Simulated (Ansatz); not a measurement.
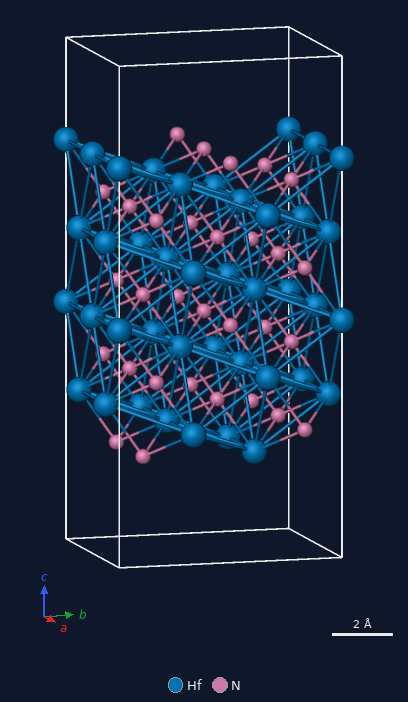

*The structure as given in the input (ball-and-stick view of the 2 × 1 repeat of the cell, with the vacuum cut short, seen slightly off an axis). An atom can appear more than once, as a periodic image.*

HfN: single-point calculation (part 1 of 2)

- system: HfN (slab, 24 atoms in the cell)
- method: DFT r2SCAN, scalar-relativistic, plane waves, PAW, no spin polarisation (Ansatz 0.2.0)

The structure derives from an entry of the Crystallography Open Database. It belongs to a series of runs on one base structure; here: (2 1 1) slab cut from the bulk. Figures and captions count atoms from 1; the log counts them from 0 in places.

## Log
```
Engine: ansatz 0.2.0, aarch64-unknown-linux-gnu
Pseudopotentials: kind: paw
Pseudopotential: Hf, paw, valence charge 26, recommended cutoff 500 eV (meta_gga), Hf.paw.azcp
Pseudopotential: N, paw, valence charge 5, recommended cutoff 500 eV (meta_gga), N.paw.azcp
Functional definition: r2SCAN
  parameter k0 = 0.174
  parameter k1 = 0.065
  parameter a1 = 4.9479
  exchange = r2scan_x(k0 = k0, k1 = k1, a1 = a1)
  correlation = r2scan_c
Crystal: 24 atoms, lattice volume = 631.088 Å³
Basis set: ecut = 500 eV, 16037 PW (Γ), exchange–correlation on 96×240×768 points (64 copies of the dense FFT grid, shifted against one another)
Bands: 224, of which v1, the nominal top of the filled ones, is band 186 counted from 1 (185 counted from 0)
Symmetry: 2 space group operations
k-points: 18 of 55 (time reversal used)
Non-local potential: Hf, projectors of the file, l = 0: 3, l = 1: 2, l = 2: 2, l = 3: 3
Non-local potential: N, projectors of the file, l = 0: 2, l = 1: 2, l = 2: 1
PAW form: soft (Blöchl's): semilocal exchange-correlation on the pseudo side does not see the compensation charge
PAW frozen core: Hf, regenerated for the run's functional (the file was generated under x = pbe(κ = 0.804, μ = 0.2195149727645171), c = pbe(β = 0.06672455060314922))
PAW frozen core: N, regenerated for the run's functional (the file was generated under x = pbe(κ = 0.804, μ = 0.2195149727645171), c = pbe(β = 0.06672455060314922))
PAW one-centre angular grid: Hf, 974 points (default); XC on 160 Gauss nodes
PAW one-centre angular grid: N, 302 points (default); XC on 160 Gauss nodes
Initial density: superposition of atomic densities (neutral atoms: chi_scale 0, normalization atom), corrected by the library's trained network
Initial wavefunctions: pseudopotential atomic-orbital guess
Functional: x = r2scan, c = r2scan; τ floored in thin density (d = 2e-4 eV/Å³)
SCF iter   1: F=—  HF=-193448.194334 eV  |F-HF|=—  |Δ(HF+E_count)|=         —  Δρ=8.71e-3  dr2=8.37e-1  dr2_τ=1.52e0  ethr=1.77e-3  p=-0.000 e·Å  D=-2.75e-11 V/Å  ΔV_dip=0.00 eV  dr2_dipole=8.20e-7  V_vac-E_F(+/−)=4.56/4.56 eV  ⟨swp⟩=6.6  Hψ=15480  notcnv=0  defer=118
efield: sawtooth ramp at fractional position 0.9800 (placed from the atoms, in the widest stretch of the axis that holds none; the zero of the levels goes with the place), width 0.0400; the density the first Hamiltonian is built on has a dipole p = -0.000 e·Å; the dipole correction subtracts the counter field D = -2.75e-11 V/Å, which shifts the + side's vacuum level by +0.00 eV against the − side's; the planar-averaged density in the ramp window peaks in size at 1.6e-5 e/Å³
preconditioner: auto → LDOS  [metal: Δε(μ)=0.039 eV  Ē_g=18.462 eV  σ=0.100 eV  W_gap=0.22  n_scr=168 (ndim 8)  ℏωp=27.6 eV  f_vac=0.503  D(μ)=9.61/eV (n_scr^D=40)  β→1.0]
SCF iter   2: F=—  HF=-193449.076452 eV  |F-HF|=—  |Δ(HF+E_count)|=   8.82e-1  Δρ=7.18e-3  dr2=4.50e-1  dr2_τ=5.06e-2  ethr=2.25e-4  p=0.000 e·Å  D=2.99e-5 V/Å  ΔV_dip=-0.00 eV  dr2_dipole=2.06e-6  V_vac-E_F(+/−)=4.32/4.32 eV  ⟨swp⟩=2.1  Hψ=8142  notcnv=0  defer=537
SCF iter   3: F=—  HF=-193448.667411 eV  |F-HF|=—  |Δ(HF+E_count)|=   4.09e-1  Δρ=2.13e-3  dr2=5.56e-2  dr2_τ=3.18e-3  ethr=1.21e-4  p=0.000 e·Å  D=1.38e-5 V/Å  ΔV_dip=-0.00 eV  dr2_dipole=3.91e-7  V_vac-E_F(+/−)=4.40/4.40 eV  ⟨swp⟩=2.6  Hψ=7189  notcnv=0  defer=537
SCF iter   4: F=—  HF=-193448.665992 eV  |F-HF|=—  |Δ(HF+E_count)|=   1.42e-3  Δρ=7.68e-4  dr2=7.55e-3  dr2_τ=4.83e-4  ethr=1.49e-5  p=0.000 e·Å  D=5.87e-6 V/Å  ΔV_dip=-0.00 eV  dr2_dipole=3.25e-8  V_vac-E_F(+/−)=4.40/4.40 eV  ⟨swp⟩=2.4  Hψ=5819  notcnv=0  defer=537
SCF iter   5: F=—  HF=-193448.667275 eV  |F-HF|=—  |Δ(HF+E_count)|=   1.28e-3  Δρ=3.86e-4  dr2=1.19e-3  dr2_τ=1.24e-4  ethr=2.03e-6  p=0.000 e·Å  D=1.83e-6 V/Å  ΔV_dip=-0.00 eV  dr2_dipole=5.55e-9  V_vac-E_F(+/−)=4.39/4.39 eV  ⟨swp⟩=2.1  Hψ=6869  notcnv=0  defer=537
SCF iter   6: F=—  HF=-193448.667550 eV  |F-HF|=—  |Δ(HF+E_count)|=   2.75e-4  Δρ=1.94e-4  dr2=2.44e-4  dr2_τ=2.29e-5  ethr=3.21e-7  p=0.000 e·Å  D=1.22e-6 V/Å  ΔV_dip=-0.00 eV  dr2_dipole=1.73e-9  V_vac-E_F(+/−)=4.39/4.39 eV  ⟨swp⟩=3.0  Hψ=9045  notcnv=0  defer=537
SCF iter   7: F=—  HF=-193448.667658 eV  |F-HF|=—  |Δ(HF+E_count)|=   1.08e-4  Δρ=8.56e-5  dr2=4.22e-5  dr2_τ=3.13e-6  ethr=6.56e-8  p=0.000 e·Å  D=6.31e-7 V/Å  ΔV_dip=-0.00 eV  dr2_dipole=1.30e-10  V_vac-E_F(+/−)=4.38/4.38 eV  ⟨swp⟩=2.8  Hψ=6750  notcnv=0  defer=537
SCF iter   8: F=—  HF=-193448.668112 eV  |F-HF|=—  |Δ(HF+E_count)|=   4.54e-4  Δρ=3.40e-5  dr2=1.21e-5  dr2_τ=7.03e-7  ethr=1.14e-8  p=0.000 e·Å  D=1.48e-7 V/Å  ΔV_dip=-0.00 eV  dr2_dipole=5.60e-10  V_vac-E_F(+/−)=4.38/4.38 eV  ⟨swp⟩=3.0  Hψ=7583  notcnv=0  defer=537
SCF iter   9: F=—  HF=-193448.668117 eV  |F-HF|=—  |Δ(HF+E_count)|=   5.12e-6  Δρ=1.37e-5  dr2=2.12e-6  dr2_τ=5.83e-8  ethr=3.26e-9  p=0.000 e·Å  D=1.69e-7 V/Å  ΔV_dip=-0.00 eV  dr2_dipole=5.53e-12  V_vac-E_F(+/−)=4.38/4.38 eV  ⟨swp⟩=2.9  Hψ=6879  notcnv=0  defer=537
SCF iter  10: F=—  HF=-193448.668119 eV  |F-HF|=—  |Δ(HF+E_count)|=   2.03e-6  Δρ=5.54e-6  dr2=2.49e-7  dr2_τ=2.63e-8  ethr=5.70e-10  p=-0.000 e·Å  D=-5.18e-9 V/Å  ΔV_dip=0.00 eV  dr2_dipole=1.08e-11  V_vac-E_F(+/−)=4.38/4.38 eV  ⟨swp⟩=3.0  Hψ=6476  notcnv=0  defer=537
SCF iter  11: F=-193448.668120 eV  HF=-193448.668120 eV  |F-HF|=5.79e-8  |Δ(HF+E_count)|=   1.33e-7  Δρ=2.46e-6  dr2=4.81e-8  dr2_τ=1.85e-9  ethr=2.69e-11  p=0.000 e·Å  D=6.13e-8 V/Å  ΔV_dip=-0.00 eV  dr2_dipole=4.85e-14  V_vac-E_F(+/−)=4.38/4.38 eV  ⟨swp⟩=22.2  Hψ=42606  notcnv=0
SCF 1 converged in 11 iterations: F = -193448.668120 eV  dr2 = 4.81e-8
  Residual-converged pass: ⟨swp⟩=1.1  Hψ=4105  notcnv=0  max |occ|·‖R‖ = 7.0e-9 eV (tolerance 1.0e-8 eV)  dr2=4.81e-8  dr2_τ=1.85e-9  dr2_onsite=1.12e-8  max |Δocc| = 3.2e-11
  greatest PAW one-centre occupation: 0.998 electrons in one spin orbital (limit 2), on the Hf atom at site 0 (counted from 0), in its partial waves of l = 3
```

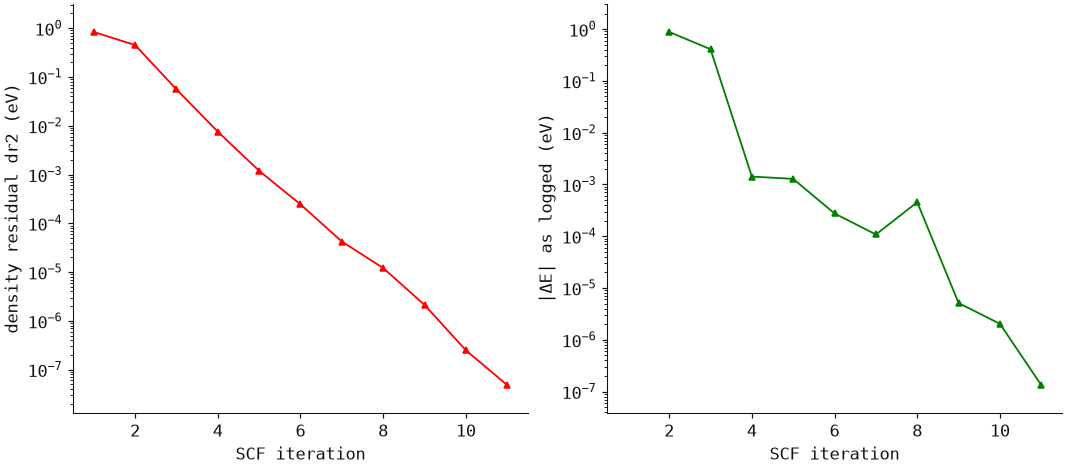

*Convergence of the self-consistent field: density residual dr2 and size of the energy change against the SCF iteration.*

The residual falls at every step.

```
WARN: The output density's exchange-correlation potential varies sharply where the density is thin. Do not read a vacuum level from v_tot or v_xc, or from such a field of the output density. On a cell that repeats whose density bears no net charge and no dipole along the vacuum's axis use v_es (v_loc + v_h of the components); under efield.dipole_correction with no amplitude use v_es + v_field, which holds any external_charges[].barrier, or the levels of the report's work_function block, which leave it out; under a non-zero efield.amplitude the vacuum is tilted and has no level; on a cell that repeats and bears such a dipole with no correction it is tilted too, and efield.dipole_correction with no amplitude gives each side of its ramp a level where efield: is served; in a cell that repeats whose density bears a net charge (total_charge, or a fill off its count) it is curved and has none; of a slab under crystal.periodic whose density bears no net charge use v_es, which has a level on each side, short of where the two are joined; of another it falls or rises all the way out and has none; of a slab beside external_charges read slab_vacuum_level instead, which it has where they leave it neutral. The grid or the basis barely resolves most such structure, and the values can differ between equally converged runs; as a rule a tighter scf.convergence.dr2_threshold does not remove it. Where the density itself ripples (under the LDA too) a higher basis.ecutwfc lessens it. The files hold the spikes' plane waves up to the density's cutoff. Files: v_tot_of_output_density and the like, and their columns of v_z.tsv (output.write_potential); v_xc_of_output_density and the like, and their columns of v_comp_z.tsv (output.write_potential_components). Measured: with its Gaussian average of σ = 0.25 Å subtracted twice, the exchange-correlation potential is over 0.1 eV at 5542 of the grid points where the equally averaged density (valence and model cores) is under 1e-3 e/Å³, and 0.849 eV at the most among them, at an averaged density of 8.5e-4 e/Å³. The input density's (outcome.potential() and, of a run that writes arrays, v_tot and v_xc) is over 0.1 eV, so measured, at 2555 points of its own thin density, 0.842 eV at the most. See output.write_potential in the manual, Limitations
SCF converged after 11 iterations
Free energy (F): -193448.668120 eV
Harris-Foulkes:  -193448.668120 eV  (|F-HF|=5.79e-8)
Internal energy: -193448.620330 eV  (E = F + TS)
E sigma→0 (E₀):  -193448.644225 eV
Entropy (-TS):   -0.047790 eV (-1.991 meV/atom)
Fermi energy:    7.940640 eV
Dipole field:    D = 0.000000 V/Å  (p = 0.000001 e·Å, saw-weighted, corrected)
Work function:   Φ+ = 4.3770 eV   Φ− = 4.3770 eV
Levels:          The Fermi level and band energies are counted from a zero that moves with the ramp; work functions are not
--- Per-component energies (eV) ---
  E_band       = -3903.710545
  E_kinetic    = 6649.316698
  E_local      = -713005.993105  (includes V_loc(G=0)·N_el)
  E_nonlocal   = -14440.888712
  E_hartree    = 352182.270746
  E_xc         = -4120.120144
  E_vxc        = -4539.211905  (∫ρ·V_xc dr)
  E_paw        = -84963.519520  (= ΣΔE_a)
  E_vpaw       = 16837.250716  (= ΣTr[D̂ρ^β])
  E_aug_tail   = 0.000194  (compensation charges beyond the density's cutoff)
  E_vtau       = 231.323529  (kinetic-family band-sum trace: ∫τ·v_τ [+ j·A + Jᵃ·Aᵃ] dr)
  E_efield     = 0.000000  (sawtooth field / dipole correction)
  E_vefield    = 0.000000  (∫n·V_field dr)
  E_ewald      = 264246.810025
  E_core_change = 3.503487  (= ΣΔE_core)
  E_smearing   = -0.047790  (= −TS)
  E_closure    = -0.000000  (closes the sum)
  Σ components = -193448.668120   (vs F -193448.668120, Δ=0.00e0)
--- Forces (eV/Å), atoms counted from 1 ---
  atom   1  Hf     0.00000000     0.81542915     1.87979683
  atom   2  N      0.00000000     1.97399117     4.31927581
  atom   3  Hf     0.00000000    -3.50811929    -3.49305611
  atom   4  N      0.00000000    -0.94136703     0.26590344
  atom   5  Hf     0.00000000     0.41913180    -3.60350659
  atom   6  N      0.00000000     0.78820062    -0.17511479
  atom   7  Hf     0.00000000    -0.18714043    -0.10145363
  atom   8  N      0.00000000     0.35050096     0.12293484
  atom   9  Hf     0.00000000     0.55624848     0.15802888
  atom  10  N      0.00000000     0.10377638     0.02235939
  atom  11  Hf     0.00000000    -0.05688934     0.59044330
  atom  12  N      0.00000000    -0.17246594     0.36353057
  atom  13  Hf     0.00000000     0.05688979    -0.59044168
  atom  14  N      0.00000000     0.17246609    -0.36352992
  atom  15  Hf     0.00000000    -0.55624940    -0.15803209
  atom  16  N      0.00000000    -0.10377658    -0.02236019
  atom  17  Hf     0.00000000     0.18713982     0.10145432
  atom  18  N      0.00000000    -0.35049804    -0.12294146
  atom  19  Hf     0.00000000    -0.41913205     3.60351249
  atom  20  N      0.00000000    -0.78820650     0.17511077
  atom  21  Hf     0.00000000     3.50812491     3.49306484
  atom  22  N      0.00000000     0.94136763    -0.26590387
  atom  23  Hf     0.00000000    -0.81543418    -1.87979636
  atom  24  N      0.00000000    -1.97398308    -4.31927743
  max |Σ_I F_I| component: 4.94e-6 eV/Å
--- Stress (GPa, compression-positive) ---
       -2.541256       0.000000       0.000000
        0.000000      -3.000345      -0.388727
        0.000000      -0.388727      -3.353041
  P = ⅓ Tr σ = -2.9649 GPa (-29.649 kbar)
--- Band table (eV; the first three rows and the last of 18) ---
  k-point 0: bands = ["-56.9948", "-56.9948", "-56.8491", "-56.8207", "-56.8059", "-56.7922", "-56.6459", "-56.6450", "-56.3791", "-56.3790", "-56.0337", "-56.0337", "-25.3801", "-25.3589", "-25.3282", "-25.2758", "-25.2684", "-25.2000", "-25.1769", "-25.0816", "-25.0476", "-24.9562", "-24.8970", "-24.8491", "-24.8046", "-24.7480", "-24.7228", "-24.7200", "-24.7151", "-24.6919", "-24.6797", "-24.6509", "-24.6009", "-24.5993", "-24.5261", "-24.5244", "-24.4840", "-24.4756", "-24.3917", "-24.3733",
      "-24.2737", "-24.2717", "-24.1710", "-24.1550", "-23.9804", "-23.9801", "-23.8488", "-23.8487", "-10.4108", "-9.6107", "-9.5085", "-9.1287", "-8.9077", "-8.9010", "-8.8013", "-8.7202", "-8.0261", "-8.0022", "-5.6305", "-5.6296", "-5.4774", "-5.4774", "-5.4726", "-5.4726", "-5.4203", "-5.4203", "-5.4024", "-5.4024", "-5.3919", "-5.3919", "-5.3101", "-5.3098", "-5.2967", "-5.2967", "-5.2530", "-5.2516", "-5.2415", "-5.2306", "-5.2259", "-5.2212",
      "-5.2154", "-5.2115", "-5.2113", "-5.2070", "-5.2015", "-5.1987", "-5.1980", "-5.1946", "-5.1909", "-5.1844", "-5.1825", "-5.1816", "-5.1811", "-5.1807", "-5.1789", "-5.1649", "-5.1645", "-5.1620", "-5.1561", "-5.1544", "-5.1497", "-5.1384", "-5.0496", "-5.0484", "-5.0470", "-5.0424", "-5.0317", "-5.0306", "-5.0125", "-5.0122", "-5.0092", "-5.0054", "-4.9999", "-4.9973", "-4.9971", "-4.9862", "-4.7863", "-4.7858", "-4.7857", "-4.7854",
      "-4.7688", "-4.7685", "-4.7530", "-4.7530", "-4.7355", "-4.7338", "-4.7277", "-4.7276", "-4.7153", "-4.7072", "-4.4663", "-4.4655", "-4.4456", "-4.4455", "-4.4268", "-4.4254", "-4.4188", "-4.4187", "-4.4152", "-4.4151", "-4.3804", "-4.3803", "-4.3205", "-4.3184", "-0.2171", "-0.1838", "0.1371", "0.1436", "0.5322", "0.6753", "1.0584", "1.2256", "1.6253", "1.7141", "1.7182", "1.9880", "2.0247", "2.0911", "2.0969", "2.1486",
      "2.2160", "2.5021", "2.6965", "2.6995", "2.7665", "2.9046", "3.1368", "3.4288", "3.4307", "3.6569", "3.7163", "3.9379", "3.9742", "4.3251", "4.5608", "5.5396", "5.5560", "5.6423", "6.2402", "6.3818", "6.8103", "6.9119", "7.0906", "7.1104", "7.6305", "7.6318", "7.9972", "8.1332", "8.2507", "8.3710", "8.4127", "8.6246", "8.9435", "9.3118", "9.4028", "9.4811", "9.6715", "9.8636", "10.0024", "10.1672",
      "10.2797", "10.2978", "10.4450", "10.5878", "10.5897", "10.7191", "10.8266", "11.0626", "11.1134", "11.1788", "11.2872", "11.3330", "11.3456", "11.4408", "11.5884", "11.8116", "11.9240", "11.9313", "11.9562", "12.0186", "12.2053", "12.2188", "12.2837", "12.4045"]
```
